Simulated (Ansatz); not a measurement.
**Nudged elastic band, with input and output: W₁₈S₃₅ (part 4 of 4)**

Continued. System: W₁₈S₃₅ (defect cell, 53 atoms in the cell). Method: DFT PBE-D3(BJ), scalar-relativistic, plane waves, PAW, PAW set soft_1, no spin polarisation (Ansatz 0.2.0); cutoff 420 eV, 2×2×1 k-mesh, Gaussian smearing of 0.05 eV. The structure derives from a Materials Project entry. It belongs to a series of runs on one base structure; here: band between the two ends.

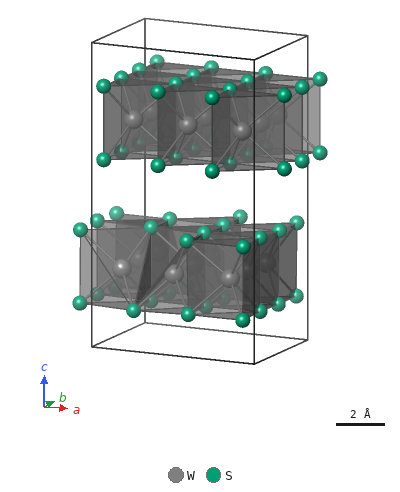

Fig. 1: The input geometry (polyhedral view of the cell of the calculation, seen slightly off an axis; polyhedra are completed across the faces of the cell).

**The last band as extended XYZ, continued**
```
53
Lattice="9.5527 0.0000 0.0000 -4.7763 8.2729 0.0000 0.0000 0.0000 12.9783" Properties=species:S:1:pos:R:3:forces:R:3 image=1 energy=-218580.20615
W    -0.0959    1.8933    3.3135    0.7157  -0.3983   0.2163
W     1.5916    0.9193    9.7191    0.0002   0.0008   0.0081
S     0.0002    1.8381    8.1488    0.0047  -0.0023   0.0042
S     1.5931    0.9212    2.0549   -0.0075  -0.0120  -2.6566
S     0.0005    1.8379   11.2893    0.0019  -0.0008   0.0066
W    -1.5630    4.6138    3.2687   -0.1277  -0.0723   0.1028
W    -0.0005    3.6768    9.7188    0.0017  -0.0028   0.0027
S    -1.5926    4.5962    8.1486    0.0007   0.0000   0.0080
S    -0.0118    3.6682    1.6686    0.0215  -0.1491   0.2047
S    -1.5930    4.5959   11.2884    0.0023   0.0010   0.0016
S     0.0117    3.6873    4.8708    0.0448  -0.0295  -0.0475
W    -3.1846    7.2468    3.3166    0.0069   0.8070   0.1991
W    -1.5927    6.4347    9.7188   -0.0015   0.0025   0.0026
S    -3.1847    7.3545    8.1488    0.0002   0.0055   0.0043
S    -1.6077    6.4315    1.6704   -0.1116   0.0891   0.2006
S    -3.1847    7.3549   11.2893    0.0001   0.0022   0.0065
S    -1.5760    6.4399    4.8720   -0.0116   0.0578  -0.0496
W     3.2821    1.8949    3.3114   -0.7190  -0.4067   0.2300
W     4.7757    0.9194    9.7188   -0.0033  -0.0003   0.0028
S     3.1831    1.8381    8.1488   -0.0048  -0.0027   0.0039
S     4.7761    0.9344    1.6670   -0.1428   0.0541   0.2080
S     3.1828    1.8379   11.2893   -0.0021  -0.0011   0.0069
S     4.7802    0.9044    4.8707   -0.0484  -0.0171  -0.0501
W     1.5924    4.5475    3.2598   -0.0027   0.0866   0.1024
W     3.1838    3.6768    9.7188   -0.0023  -0.0026   0.0028
S     1.5916    4.5966    8.1498    0.0000  -0.0020   0.0040
S     3.1969    3.6702    1.6672   -0.0224  -0.1544   0.2081
S     1.5916    4.5963   11.2889   -0.0001   0.0025   0.0015
S     3.1731    3.6875    4.8703   -0.0425  -0.0288  -0.0479
W    -0.0418    7.3790    3.2601    0.0731  -0.0492   0.1023
W     1.5916    6.4346    9.7189   -0.0003  -0.0006  -0.0030
S    -0.0001    7.3535    8.1498   -0.0016   0.0012   0.0038
S     1.5920    6.4346    1.7250    0.0011   0.0032  -0.0065
S    -0.0003    7.3536   11.2889    0.0022  -0.0011   0.0014
S     1.5918    6.4341    4.7790    0.0014   0.0039   0.1535
W     6.3690    1.8051    3.2684   -0.0013   0.1575   0.0952
W     7.9602    0.9193    9.7188    0.0036   0.0003   0.0027
S     6.3680    1.8385    8.1486   -0.0001  -0.0002   0.0079
S     7.9633    0.9345    1.6682    0.1378   0.0510   0.2053
S     6.3680    1.8390   11.2883   -0.0001  -0.0021   0.0018
S     7.9565    0.9034    4.8717    0.0531  -0.0135  -0.0523
W     4.7476    4.6143    3.2686    0.1309  -0.0742   0.0997
W     6.3680    3.6770    9.7179    0.0002   0.0000   0.0044
S     4.7758    4.5962    8.1486   -0.0004  -0.0004   0.0082
S     6.3690    3.6783    1.7208   -0.0015  -0.0038   0.0370
S     4.7763    4.5960   11.2884   -0.0020   0.0007   0.0015
S     6.3686    3.6775    4.7996    0.0003   0.0002   0.1918
W     3.2260    7.3787    3.2604   -0.0738  -0.0473   0.1020
W     4.7759    6.4347    9.7188    0.0019   0.0029   0.0026
S     3.1834    7.3535    8.1498    0.0016   0.0012   0.0038
S     4.7921    6.4319    1.6702    0.1094   0.0887   0.2016
S     3.1836    7.3536   11.2890   -0.0023  -0.0011   0.0011
S     4.7597    6.4399    4.8725    0.0160   0.0561  -0.0525
53
Lattice="9.5527 0.0000 0.0000 -4.7763 8.2729 0.0000 0.0000 0.0000 12.9783" Properties=species:S:1:pos:R:3:forces:R:3 image=2 energy=-218578.19239
W    -0.2441    1.9757    3.2777    0.1042  -0.0394   0.0658
W     1.5916    0.9191    9.7267    0.0001   0.0009   0.0013
S    -0.0008    1.8385    8.1573   -0.0006   0.0007   0.0015
S     1.5946    0.9231    2.6153   -0.0189  -0.0141  -0.9017
S     0.0001    1.8380   11.2973    0.0006   0.0001   0.0027
W    -1.5362    4.6293    3.2569   -0.0324  -0.0146   0.0347
W    -0.0008    3.6771    9.7276    0.0001  -0.0007   0.0024
S    -1.5927    4.5961    8.1564    0.0014   0.0004   0.0012
S    -0.0162    3.6988    1.6357   -0.0270  -0.0068   0.0502
S    -1.5934    4.5956   11.2973    0.0003  -0.0003   0.0017
S     0.0026    3.6937    4.8899    0.0041  -0.0065   0.0227
W    -3.1857    7.0786    3.2845    0.0067   0.1004   0.0488
W    -1.5925    6.4340    9.7276   -0.0003  -0.0001   0.0023
S    -3.1848    7.3533    8.1572    0.0002  -0.0005   0.0017
S    -1.5843    6.4128    1.6380   -0.0164  -0.0166   0.0526
S    -3.1848    7.3544   11.2973    0.0002   0.0009   0.0026
S    -1.5737    6.4283    4.8914   -0.0007   0.0089   0.0300
W     3.4310    1.9791    3.2728   -0.0898  -0.0398   0.0756
W     4.7763    0.9193    9.7276   -0.0007   0.0002   0.0025
S     3.1840    1.8385    8.1573    0.0005   0.0003   0.0011
S     4.8057    0.9230    1.6332    0.0181   0.0179   0.0428
S     3.1831    1.8380   11.2973   -0.0007  -0.0003   0.0031
S     4.7902    0.9080    4.8908   -0.0051  -0.0004   0.0250
W     1.5928    4.5288    3.2481   -0.0020  -0.0059   0.0199
W     3.1841    3.6772    9.7275   -0.0008  -0.0005   0.0025
S     1.5916    4.5968    8.1583    0.0000   0.0004   0.0033
S     3.2016    3.7018    1.6336    0.0285  -0.0039   0.0466
S     1.5916    4.5956   11.2979    0.0000  -0.0014   0.0035
S     3.1820    3.6936    4.8896   -0.0022  -0.0080   0.0213
W    -0.0571    7.3888    3.2484   -0.0072  -0.0026   0.0186
W     1.5916    6.4345    9.7289   -0.0004  -0.0008   0.0043
S     0.0002    7.3532    8.1583    0.0006   0.0000   0.0030
S     1.5920    6.4344    1.7355    0.0006   0.0021   0.0130
S    -0.0008    7.3538   11.2980   -0.0008   0.0009   0.0037
S     1.5917    6.4339    4.7567    0.0001   0.0006   0.0143
W     6.3693    1.7729    3.2578   -0.0012   0.0459   0.0243
W     7.9596    0.9192    9.7276    0.0011   0.0009   0.0025
S     6.3680    1.8384    8.1564    0.0000  -0.0010   0.0010
S     7.9346    0.9236    1.6347   -0.0167   0.0149   0.0442
S     6.3680    1.8393   11.2973   -0.0001   0.0003   0.0018
S     7.9460    0.9064    4.8921    0.0043  -0.0032   0.0288
W     4.7206    4.6302    3.2573    0.0359  -0.0144   0.0313
W     6.3679    3.6768    9.7263    0.0003  -0.0002   0.0006
S     4.7759    4.5961    8.1563   -0.0011   0.0000   0.0015
S     6.3692    3.6785    1.7223   -0.0007  -0.0026  -0.0206
S     4.7766    4.5956   11.2973    0.0000  -0.0007   0.0014
S     6.3686    3.6772    4.7692    0.0003   0.0009   0.0496
W     3.2414    7.3881    3.2487    0.0058  -0.0029   0.0177
W     4.7756    6.4340    9.7276    0.0009   0.0004   0.0023
S     3.1830    7.3532    8.1583   -0.0008   0.0000   0.0031
S     4.7690    6.4132    1.6375    0.0117  -0.0180   0.0524
S     3.1840    7.3538   11.2981    0.0006   0.0009   0.0034
S     4.7566    6.4286    4.8925   -0.0008   0.0073   0.0303
53
Lattice="9.5527 0.0000 0.0000 -4.7763 8.2729 0.0000 0.0000 0.0000 12.9783" Properties=species:S:1:pos:R:3:forces:R:3 image=3 energy=-218577.65330
W    -0.3043    2.0145    3.2460    0.0119   0.0043  -0.0002
W     1.5915    0.9189    9.7352    0.0002   0.0019   0.0000
S    -0.0002    1.8380    8.1656    0.0003   0.0002  -0.0002
S     1.5947    0.9204    3.2460   -0.0145   0.0078  -0.0003
S    -0.0002    1.8380   11.3048    0.0003   0.0002   0.0002
W    -1.5147    4.6408    3.2460   -0.0054   0.0023   0.0003
W    -0.0008    3.6772    9.7352    0.0008  -0.0018   0.0000
S    -1.5933    4.5956    8.1652    0.0009  -0.0001   0.0007
S     0.0012    3.6978    1.6105    0.0002  -0.0016  -0.0015
S    -1.5933    4.5956   11.3051    0.0009  -0.0001  -0.0007
S     0.0012    3.6978    4.8815    0.0002  -0.0015   0.0014
W    -3.1843    7.0026    3.2461    0.0062  -0.0145  -0.0002
W    -1.5924    6.4339    9.7352    0.0002   0.0004   0.0000
S    -3.1848    7.3538    8.1655    0.0003   0.0009   0.0002
S    -1.5737    6.4252    1.6108   -0.0003   0.0028  -0.0026
S    -3.1848    7.3538   11.3049    0.0003   0.0009  -0.0002
S    -1.5737    6.4252    4.8812   -0.0003   0.0029   0.0025
W     3.4912    2.0165    3.2460    0.0003   0.0006   0.0000
W     4.7763    0.9190    9.7352   -0.0012   0.0005   0.0000
S     3.1833    1.8380    8.1656   -0.0003  -0.0004  -0.0007
S     4.7945    0.9091    1.6104    0.0002  -0.0031  -0.0026
S     3.1833    1.8380   11.3047   -0.0003  -0.0004   0.0007
S     4.7945    0.9091    4.8816    0.0002  -0.0032   0.0026
W     1.5923    4.5354    3.2460   -0.0015   0.0068   0.0001
W     3.1840    3.6772    9.7352   -0.0018  -0.0017   0.0000
S     1.5916    4.5964    8.1656   -0.0001  -0.0001   0.0000
S     3.1835    3.6991    1.6101    0.0006  -0.0039  -0.0006
S     1.5916    4.5964   11.3048   -0.0001  -0.0001  -0.0001
S     3.1835    3.6991    4.8818    0.0005  -0.0039   0.0005
W    -0.0527    7.3851    3.2460    0.0005  -0.0022   0.0001
W     1.5916    6.4343    9.7352   -0.0005  -0.0006   0.0000
S    -0.0001    7.3531    8.1656    0.0004   0.0005  -0.0005
S     1.5923    6.4353    1.7350   -0.0009  -0.0001   0.0040
S    -0.0001    7.3531   11.3048    0.0004   0.0005   0.0005
S     1.5923    6.4353    4.7570   -0.0009  -0.0001  -0.0040
W     6.3695    1.7494    3.2460   -0.0077   0.0077   0.0002
W     7.9595    0.9189    9.7352    0.0015   0.0015   0.0000
S     6.3679    1.8389    8.1653   -0.0001  -0.0006   0.0002
S     7.9438    0.9090    1.6104    0.0011  -0.0033  -0.0047
S     6.3679    1.8389   11.3050   -0.0001  -0.0006  -0.0002
S     7.9438    0.9090    4.8816    0.0011  -0.0034   0.0046
W     4.6990    4.6419    3.2460    0.0055   0.0007   0.0002
W     6.3678    3.6767    9.7352    0.0006  -0.0011   0.0000
S     4.7764    4.5956    8.1652   -0.0005  -0.0006   0.0011
S     6.3685    3.6773    1.7467    0.0008   0.0017   0.0023
S     4.7764    4.5956   11.3052   -0.0005  -0.0006  -0.0011
S     6.3685    3.6773    4.7452    0.0009   0.0017  -0.0023
W     3.2377    7.3853    3.2460   -0.0027  -0.0042   0.0001
W     4.7755    6.4338    9.7352    0.0007   0.0011   0.0000
S     3.1832    7.3531    8.1655   -0.0008   0.0005   0.0000
S     4.7581    6.4258    1.6103    0.0016   0.0023   0.0002
S     3.1832    7.3531   11.3049   -0.0008   0.0005  -0.0001
S     4.7581    6.4258    4.8817    0.0015   0.0024  -0.0003
53
Lattice="9.5527 0.0000 0.0000 -4.7763 8.2729 0.0000 0.0000 0.0000 12.9783" Properties=species:S:1:pos:R:3:forces:R:3 image=4 energy=-218578.19207
W    -0.2441    1.9756    3.2144    0.1046  -0.0398  -0.0663
W     1.5916    0.9189    9.7436    0.0001   0.0008  -0.0013
S     0.0002    1.8378    8.1731    0.0006   0.0000  -0.0027
S     1.5946    0.9229    3.8764   -0.0187  -0.0135   0.9017
S    -0.0007    1.8383   11.3131   -0.0005   0.0007  -0.0014
W    -1.5362    4.6291    3.2351   -0.0324  -0.0147  -0.0346
W    -0.0008    3.6769    9.7428    0.0002  -0.0008  -0.0024
S    -1.5934    4.5954    8.1731    0.0003  -0.0003  -0.0017
S     0.0027    3.6935    1.6021    0.0042  -0.0067  -0.0226
S    -1.5926    4.5959   11.3140    0.0014   0.0004  -0.0013
S    -0.0161    3.6987    4.8564   -0.0268  -0.0070  -0.0501
W    -3.1856    7.0783    3.2076    0.0067   0.1005  -0.0494
W    -1.5924    6.4338    9.7428   -0.0004   0.0000  -0.0022
S    -3.1847    7.3541    8.1731    0.0002   0.0010  -0.0026
S    -1.5736    6.4281    1.6006   -0.0007   0.0090  -0.0299
S    -3.1847    7.3531   11.3131    0.0002  -0.0004  -0.0017
S    -1.5842    6.4126    4.8541   -0.0164  -0.0164  -0.0526
W     3.4311    1.9789    3.2191   -0.0904  -0.0401  -0.0755
W     4.7763    0.9191    9.7428   -0.0007   0.0002  -0.0025
S     3.1831    1.8378    8.1731   -0.0007  -0.0004  -0.0031
S     4.7903    0.9078    1.6012   -0.0053  -0.0003  -0.0250
S     3.1840    1.8383   11.3131    0.0005   0.0003  -0.0011
S     4.8058    0.9228    4.8587    0.0177   0.0179  -0.0428
W     1.5929    4.5286    3.2439   -0.0020  -0.0059  -0.0199
W     3.1841    3.6769    9.7428   -0.0008  -0.0006  -0.0024
S     1.5917    4.5954    8.1725    0.0000  -0.0014  -0.0035
S     3.1820    3.6935    1.6023   -0.0024  -0.0082  -0.0212
S     1.5917    4.5966   11.3121    0.0000   0.0004  -0.0033
S     3.2017    3.7015    4.8583    0.0283  -0.0043  -0.0467
W    -0.0571    7.3886    3.2436   -0.0072  -0.0023  -0.0187
W     1.5917    6.4342    9.7415   -0.0004  -0.0007  -0.0043
S    -0.0008    7.3536    8.1724   -0.0008   0.0009  -0.0037
S     1.5918    6.4337    1.7353    0.0000   0.0006  -0.0141
S     0.0002    7.3530   11.3120    0.0007   0.0000  -0.0030
S     1.5920    6.4342    4.7565    0.0006   0.0021  -0.0131
W     6.3693    1.7727    3.2341   -0.0013   0.0456  -0.0243
W     7.9596    0.9190    9.7428    0.0011   0.0009  -0.0024
S     6.3680    1.8391    8.1731   -0.0001   0.0003  -0.0018
S     7.9461    0.9062    1.5999    0.0045  -0.0030  -0.0286
S     6.3680    1.8381   11.3140    0.0000  -0.0010  -0.0010
S     7.9345    0.9234    4.8573   -0.0164   0.0150  -0.0442
W     4.7206    4.6300    3.2347    0.0357  -0.0145  -0.0313
W     6.3680    3.6766    9.7440    0.0003  -0.0002  -0.0006
S     4.7767    4.5954    8.1730    0.0000  -0.0007  -0.0014
S     6.3686    3.6770    1.7227    0.0004   0.0009  -0.0496
S     4.7759    4.5959   11.3140   -0.0011   0.0000  -0.0015
S     6.3692    3.6783    4.7696   -0.0007  -0.0025   0.0209
W     3.2415    7.3879    3.2433    0.0059  -0.0027  -0.0177
W     4.7757    6.4338    9.7427    0.0009   0.0004  -0.0023
S     3.1841    7.3536    8.1723    0.0006   0.0009  -0.0034
S     4.7567    6.4284    1.5995   -0.0007   0.0073  -0.0301
S     3.1830    7.3530   11.3120   -0.0008   0.0000  -0.0032
S     4.7690    6.4129    4.8546    0.0118  -0.0178  -0.0525
53
Lattice="9.5527 0.0000 0.0000 -4.7763 8.2729 0.0000 0.0000 0.0000 12.9783" Properties=species:S:1:pos:R:3:forces:R:3 image=5 energy=-218580.20438
W    -0.0959    1.8931    3.1784    0.7163  -0.3988  -0.2170
W     1.5917    0.9189    9.7513    0.0002   0.0008  -0.0081
S     0.0006    1.8375    8.1811    0.0019  -0.0008  -0.0066
S     1.5932    0.9208    4.4366   -0.0074  -0.0119   2.6594
S     0.0003    1.8377   11.3216    0.0047  -0.0023  -0.0042
W    -1.5629    4.6134    3.2234   -0.1278  -0.0724  -0.1027
W    -0.0004    3.6764    9.7516    0.0017  -0.0028  -0.0027
S    -1.5929    4.5955    8.1820    0.0023   0.0010  -0.0016
S     0.0118    3.6870    1.6212    0.0448  -0.0294   0.0475
S    -1.5925    4.5958   11.3217    0.0007   0.0000  -0.0080
S    -0.0117    3.6678    4.8234    0.0216  -0.1494  -0.2050
W    -3.1845    7.2461    3.1754    0.0067   0.8078  -0.1998
W    -1.5926    6.4343    9.7515   -0.0015   0.0025  -0.0026
S    -3.1846    7.3545    8.1811    0.0001   0.0022  -0.0065
S    -1.5759    6.4394    1.6200   -0.0115   0.0577   0.0496
S    -3.1847    7.3541   11.3216    0.0002   0.0055  -0.0043
S    -1.6075    6.4311    4.8216   -0.1117   0.0893  -0.2008
W     3.2823    1.8946    3.1805   -0.7195  -0.4070  -0.2301
W     4.7758    0.9189    9.7515   -0.0033  -0.0003  -0.0028
S     3.1828    1.8375    8.1811   -0.0021  -0.0011  -0.0069
S     4.7804    0.9039    1.6212   -0.0484  -0.0171   0.0502
S     3.1832    1.8377   11.3215   -0.0048  -0.0027  -0.0039
S     4.7761    0.9339    4.8250   -0.1429   0.0541  -0.2080
W     1.5925    4.5471    3.2322   -0.0026   0.0867  -0.1024
W     3.1838    3.6764    9.7515   -0.0023  -0.0026  -0.0028
S     1.5917    4.5959    8.1815    0.0000   0.0025  -0.0015
S     3.1732    3.6872    1.6216   -0.0425  -0.0289   0.0479
S     1.5917    4.5961   11.3206    0.0000  -0.0020  -0.0040
S     3.1970    3.6698    4.8248   -0.0224  -0.1545  -0.2081
W    -0.0417    7.3786    3.2319    0.0732  -0.0491  -0.1023
W     1.5917    6.4341    9.7514   -0.0003  -0.0006   0.0030
S    -0.0002    7.3532    8.1814    0.0022  -0.0011  -0.0014
S     1.5919    6.4337    1.7130    0.0014   0.0038  -0.1534
S     0.0000    7.3531   11.3206   -0.0016   0.0012  -0.0038
S     1.5921    6.4342    4.7670    0.0011   0.0033   0.0064
W     6.3691    1.8046    3.2236   -0.0013   0.1576  -0.0953
W     7.9603    0.9189    9.7515    0.0036   0.0003  -0.0027
S     6.3681    1.8386    8.1820   -0.0001  -0.0021  -0.0018
S     7.9565    0.9030    1.6203    0.0529  -0.0136   0.0522
S     6.3681    1.8380   11.3217   -0.0001  -0.0002  -0.0079
S     7.9633    0.9341    4.8238    0.1381   0.0512  -0.2055
W     4.7477    4.6139    3.2234    0.1309  -0.0743  -0.0998
W     6.3680    3.6765    9.7524    0.0002  -0.0001  -0.0044
S     4.7764    4.5956    8.1820   -0.0020   0.0007  -0.0015
S     6.3687    3.6771    1.6924    0.0003   0.0002  -0.1918
S     4.7759    4.5958   11.3218   -0.0004  -0.0004  -0.0082
S     6.3690    3.6779    4.7712   -0.0014  -0.0037  -0.0369
W     3.2261    7.3783    3.2316   -0.0739  -0.0473  -0.1021
W     4.7760    6.4343    9.7515    0.0019   0.0029  -0.0026
S     3.1837    7.3532    8.1814   -0.0023  -0.0011  -0.0011
S     4.7598    6.4394    1.6195    0.0158   0.0560   0.0524
S     3.1834    7.3531   11.3206    0.0016   0.0012  -0.0038
S     4.7922    6.4315    4.8219    0.1096   0.0889  -0.2019
53
Lattice="9.5527 0.0000 0.0000 -4.7763 8.2729 0.0000 0.0000 0.0000 12.9783" Properties=species:S:1:pos:R:3:forces:R:3 image=6 energy=-218581.08118
W     0.0561    1.8060    3.2874    0.0053  -0.0031  -0.0018
W     1.5921    0.9192    9.7195    0.0000   0.0000   0.0002
S    -0.0007    1.8388    8.1521   -0.0004   0.0002  -0.0003
S     1.5921    0.9192    4.8900    0.0000   0.0000   0.0003
S     0.0019    1.8373   11.2914    0.0004  -0.0002   0.0001
W    -1.5935    4.5952    3.2268   -0.0012  -0.0007   0.0017
W     0.0003    3.6768    9.7229   -0.0001   0.0000  -0.0002
S    -1.5924    4.5959    8.1539   -0.0001  -0.0001   0.0001
S     0.0364    3.6208    1.6895   -0.0003   0.0002   0.0011
S    -1.5912    4.5965   11.2933    0.0001   0.0001   0.0002
S    -0.0168    3.6591    4.8202   -0.0002   0.0001   0.0004
W    -3.1842    7.4184    3.2874    0.0000   0.0062  -0.0018
W    -1.5919    6.4347    9.7229    0.0000  -0.0001  -0.0002
S    -3.1842    7.3528    8.1521    0.0000  -0.0004  -0.0003
S    -1.6224    6.4940    1.6895    0.0001  -0.0004   0.0011
S    -3.1842    7.3558   11.2914    0.0000   0.0004   0.0001
S    -1.6158    6.4288    4.8202    0.0000  -0.0003   0.0005
W     3.1282    1.8060    3.2874   -0.0054  -0.0031  -0.0018
W     4.7762    0.9189    9.7229    0.0001   0.0001  -0.0002
S     3.1849    1.8388    8.1521    0.0004   0.0002  -0.0003
S     4.7096    0.9157    1.6895    0.0004   0.0001   0.0011
S     3.1823    1.8373   11.2914   -0.0004  -0.0002   0.0001
S     4.7694    0.9426    4.8202    0.0002   0.0002   0.0005
W     1.5921    4.5722    3.2578    0.0000  -0.0008  -0.0022
W     3.1839    3.6768    9.7229    0.0001   0.0000  -0.0002
S     1.5921    4.5967    8.1530    0.0000   0.0002  -0.0001
S     3.1478    3.6208    1.6895    0.0003   0.0003   0.0011
S     1.5921    4.5958   11.2929    0.0000   0.0000  -0.0001
S     3.2010    3.6591    4.8202    0.0003   0.0001   0.0005
W    -0.0206    7.3656    3.2578   -0.0007   0.0004  -0.0022
W     1.5921    6.4344    9.7236    0.0000   0.0000   0.0001
S     0.0006    7.3533    8.1530    0.0001  -0.0001  -0.0001
S     1.5921    6.4344    1.6995    0.0000   0.0000   0.0023
S    -0.0002    7.3538   11.2929    0.0000   0.0000  -0.0001
S     1.5921    6.4344    4.8138    0.0000   0.0000  -0.0004
W     6.3684    1.8400    3.2268    0.0000   0.0014   0.0017
W     7.9607    0.9189    9.7229   -0.0001   0.0001  -0.0002
S     6.3684    1.8388    8.1539    0.0000   0.0001   0.0001
S     8.0273    0.9157    1.6895   -0.0004   0.0001   0.0011
S     6.3684    1.8374   11.2933    0.0000  -0.0001   0.0002
S     7.9675    0.9426    4.8202   -0.0002   0.0002   0.0004
W     4.7777    4.5952    3.2268    0.0012  -0.0007   0.0017
W     6.3684    3.6768    9.7244    0.0000   0.0000  -0.0001
S     4.7766    4.5959    8.1539    0.0001  -0.0001   0.0001
S     6.3684    3.6768    1.6526    0.0000   0.0000  -0.0009
S     4.7755    4.5965   11.2933   -0.0001   0.0001   0.0002
S     6.3684    3.6768    4.7847    0.0000   0.0000  -0.0034
W     3.2049    7.3656    3.2578    0.0007   0.0004  -0.0022
W     4.7761    6.4347    9.7229    0.0000  -0.0001  -0.0002
S     3.1837    7.3533    8.1530   -0.0001  -0.0001  -0.0001
S     4.8067    6.4940    1.6895   -0.0001  -0.0004   0.0011
S     3.1844    7.3538   11.2929    0.0000   0.0000  -0.0001
S     4.8001    6.4288    4.8202    0.0000  -0.0003   0.0005
```

**Summary**

```csv
quantity,value
outcome,converged
"barrier, forward",3.428 eV
"barrier, backward",3.428 eV
electrons treated,462
wall time,60 min (CPU time 5.7 h)
peak memory,13 GiB
```

Spin–orbit coupling is left out, which matters for W. The k-point mesh is coarse for a cell of this size, so the results may not be converged.
